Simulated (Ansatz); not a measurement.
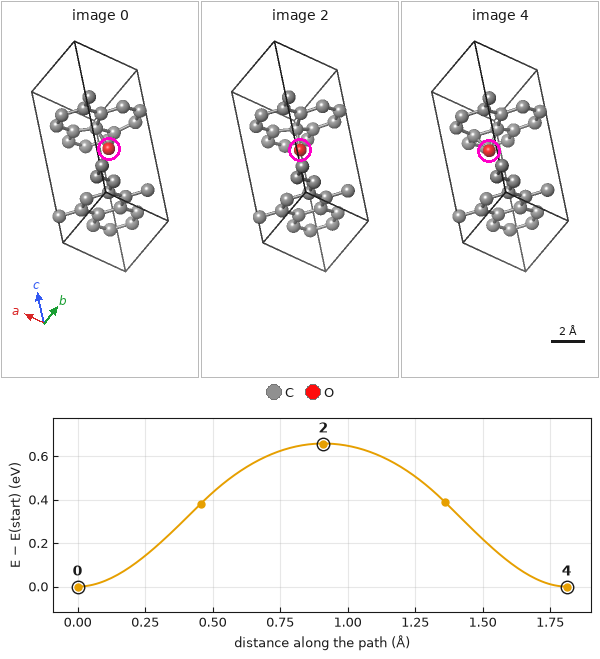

A search for the minimum-energy path of a defect cell of composition C28O (29 atoms in the cell) by the nudged elastic band. Images are numbered from 0 (start) to 4 (end). Style: ball-and-stick. Shown: the reduced simulation cell (origin moved), from a free direction. The moving atom is ringed, with any periodic copies. Lengths and directions refer to the drawn axes. Bonds to atoms that aren't drawn are left out.

Theory: DFT PBE, scalar-relativistic, plane waves, PAW in Ansatz. Run with plane-wave cutoff 420 eV; k-point mesh 4 × 4 × 4; Gaussian smearing 0.1 eV; 3 movable images; climbing image.

> Read off the barrier and say what moves.

The O atom travels furthest, 1.21 Å from end to end, along [3 −2 0], on a path that bends up to 0.33 Å away from the straight line. At the highest image its nearest neighbour (C) is 1.41 Å away, against 1.46 Å at the start, and the surrounding atoms stand up to 0.18 Å off the mean of their end positions. The barrier is about 0.66 eV in both directions, with image 2 at the top; the ends have the same energy. The band is converged.

Limits of the set-up: the periodic images lie only 6.5 Å apart, so the values are limited by the cell's size.

The run took 5.1 min on 4 threads of Intel(R) Xeon(R) 6975P-C (Granite Rapids), on a shared host, peak memory 3.3 GiB.
